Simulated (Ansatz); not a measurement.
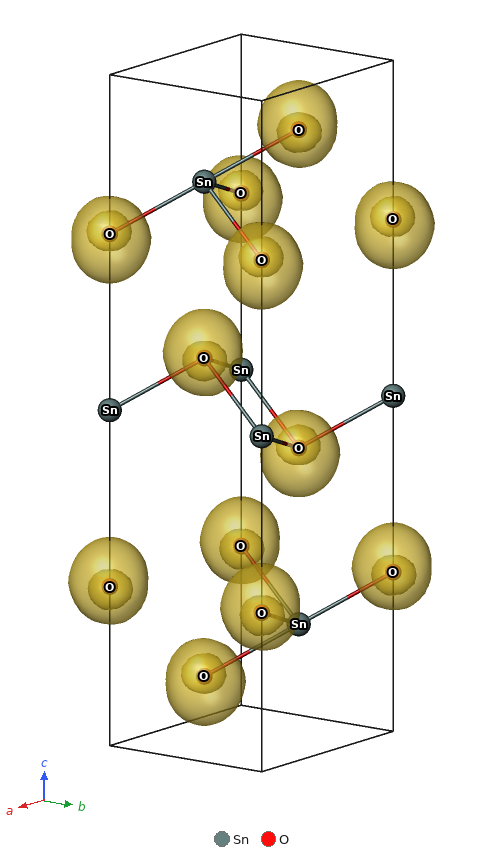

The picture shows: SnO2. Isosurface of the ELF at 0.75 (yellow), seen at an oblique angle. Only the valence region is drawn (cores and ρ < 0.01 e/Å³ removed). Sticks mark near contacts.

Space group R-3m; a structure from a database of computed crystals, not necessarily the ambient phase; not relaxed (largest force 0.4 eV/Å); computed pressure about −5 GPa in this cell.

The calculation used Kohn-Sham DFT of a periodic cell, PBEsol, spin-orbit coupling, Ansatz PAW in Ansatz.

Q: Where are the electrons localised?

A: The ELF exceeds this value in six regions wrapped around O (the valence shell of each), counted in one cell of 9 atoms. Regions shared between cells count once. Along the contacts the grid gives the following. Sn–O (2.13 Å): the ELF peaks at about 0.80 in the valence shell of O, 0.6 Å from its nucleus, and is about 0.25 at the midpoint (no shared electron pair shows on this line).
